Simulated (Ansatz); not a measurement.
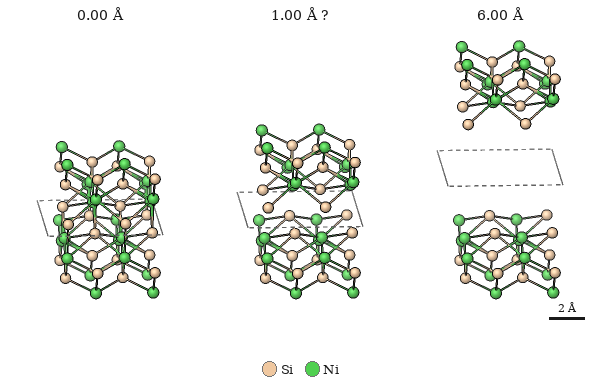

A scan of solid SiNi (Pnma): the crystal is pulled apart rigidly along the normal of the (0 0 1) plane of the conventional cell, at a cut between a plane of Si below and one of Si above, 0.94 Å apart. One cut stands in each cell, which starts 11.2 Å high; nothing is relaxed, and the dashed outline marks the cut. Style: ball-and-stick. Shown: the layers on both sides of the cut, from the side, nearly along the cut plane.

All numbers below come from DFT PBE, scalar-relativistic, plane waves, PAW (Ansatz). Set-up: plane-wave cutoff 420 eV; k-point mesh 8 × 11 × 4; occupations gaussian; smearing width 0.15 eV; no spin polarisation. Energies (free energies at the smearing named) are counted from the relaxed crystal.

| opening (Å) | ΔE per area (J/m²) |
| --- | --- |
| 0.00 | 0.000 |
| 0.50 | 0.954 |
| 1.00 | ? |
| 2.00 | 3.570 |
| 3.00 | 3.862 |
| 6.00 | 3.923 |

> Estimate the missing energy from the other rows, and compare with the calculation.

A straight line between the two neighbours gives 1.826 J/m². A cubic through the four nearest rows (0.00, 0.50, 2.00, 3.00) gives, with Lagrange weights, (−0.3333)(0.000) + (1.0667)(0.954) + (0.3333)(3.570) + (−0.0667)(3.862) = 1.950 J/m². The calculation gives 2.235 J/m², so the cubic is 0.285 J/m² too low and the straight line 0.409 J/m² too low, as the curve bends downwards here.

The whole profile:

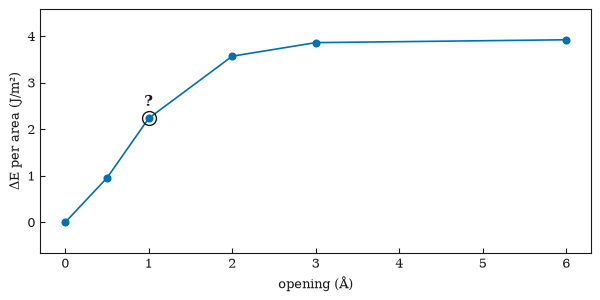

Limits of the set-up: an element that often carries a moment was run without spin polarisation.
